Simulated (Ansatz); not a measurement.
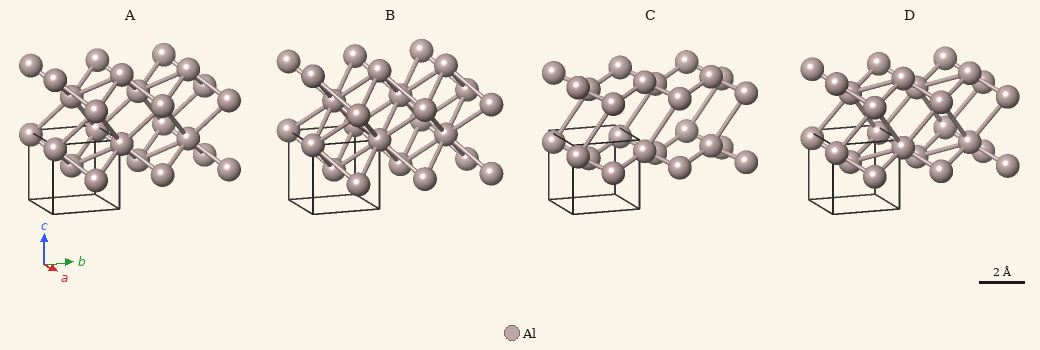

4 geometries from one relaxation of crystalline Al (set up in P-1), in shuffled order. The picture is a ball-and-stick view of the cell of the calculation, repeated 2 × 3 × 2 with one cell outlined, seen slightly off an axis.

Case: a zone-boundary wave of random shape, sigma 0.4 Å; relaxed back.

The calculation used Ansatz, DFT r2SCAN, scalar-relativistic, plane waves, PAW. Settings: plane-wave cutoff 500 eV; k-point mesh 10 × 10 × 10; occupations gaussian; smearing width 0.15 eV; no spin polarisation; atoms relaxed in a fixed cell; force threshold 0.01 eV/Å; at most 80 steps.

Order the frames from highest to lowest energy.

Answer. C, D, A, B. They are steps 0, 1, 2, 5, at +6.937 eV per cell of the calculation, +2.488 eV per cell of the calculation, +0.556 eV per cell of the calculation relative to the last. The largest moves, 0.62 Å, are those of Al atoms. The cell doesn't change. Near-neighbour distances that change, for instance: Al–Al 3.907 → 2.762 Å, Al–Al 1.750 → 2.761 Å, Al–Al 3.759 → 2.762 Å, Al–Al 2.049 → 2.761 Å. New bonds form: Al–Al (3.76 → 2.76 Å), Al–Al (3.91 → 2.76 Å). Bond angles that change, for instance: Al–Al–Al 113.9° → 70.5°, Al–Al–Al 129.7° → 109.5°, Al–Al–Al 128.1° → 109.5°. Within 0.06 Å the space group is C2/m at the start and Im-3m at the end; at a tighter tolerance small leftover displacements or strains of the cell lower it. After 4 accepted moves (5 points after the start) the energy has fallen by 6.937 eV per cell of the calculation. Largest force component: 10 eV/Å at the start, 0.0017 eV/Å at the end. 1 step only repeated the SCF at the same geometry. The run took 57 s on 1 thread of Oxide Virtual Turin-like Processor (Zen 5), with other jobs on the host, peak memory 0.56 GiB.
